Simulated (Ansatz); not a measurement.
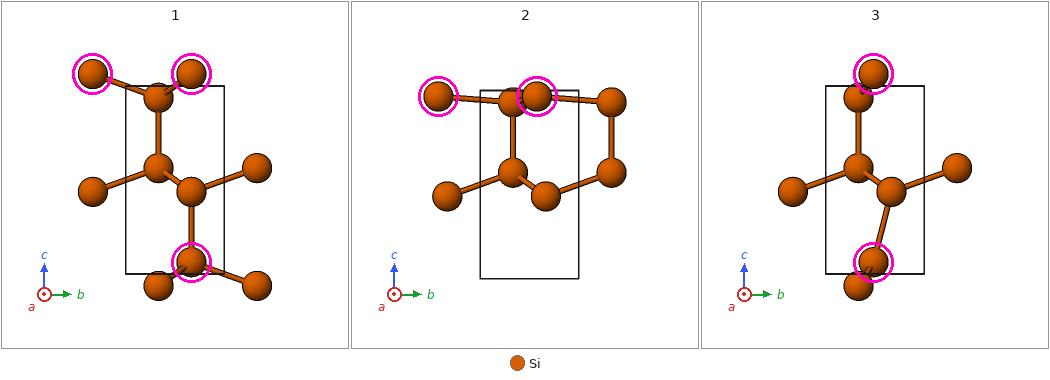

Si (P6_3/mmc, No. 194; 4 atoms in the cell). 
- Atom Si1 is moved over a plane while all other atoms and the cell stay fixed (its periodic images move with it) (x along [1 0 0], y along [1 2 0], z along [0 0 1] of the conventional cell).
- The first coordinate is: shift of Si1 along y; the second: shift of Si1 along z.
- Grid: 5 × 5 points.
- Energies are in eV per cell, from the lowest grid point.
- The reference cell is the one listed in the database, not relaxed at this level.
- Level of theory: DFT LDA, scalar-relativistic, plane waves, PAW in Ansatz 0.2.0. Settings: cutoff 420 eV, k-mesh 12×12×6 in the order of the run's cell vectors, gaussian smearing 0.03 eV, no spin polarisation.

The numbered pictures are structures from this grid. Rings mark the moved atoms.

Rank them by energy, lowest first.

1, at shift of Si1 along y = 0.0 Å, shift of Si1 along z = 0.0 Å: 0.00 eV; 3, at shift of Si1 along y = −0.6 Å, shift of Si1 along z = 0.0 Å: 1.28 eV; 2, at shift of Si1 along y = −0.3 Å, shift of Si1 along z = −0.6 Å: 2.02 eV.

The map, with the structures marked:

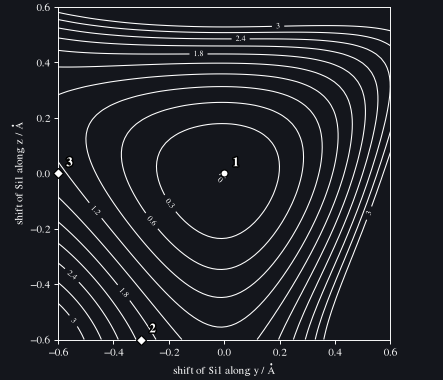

The picture shows contour lines labelled in eV (none above 3). Between grid points the surface is interpolated.
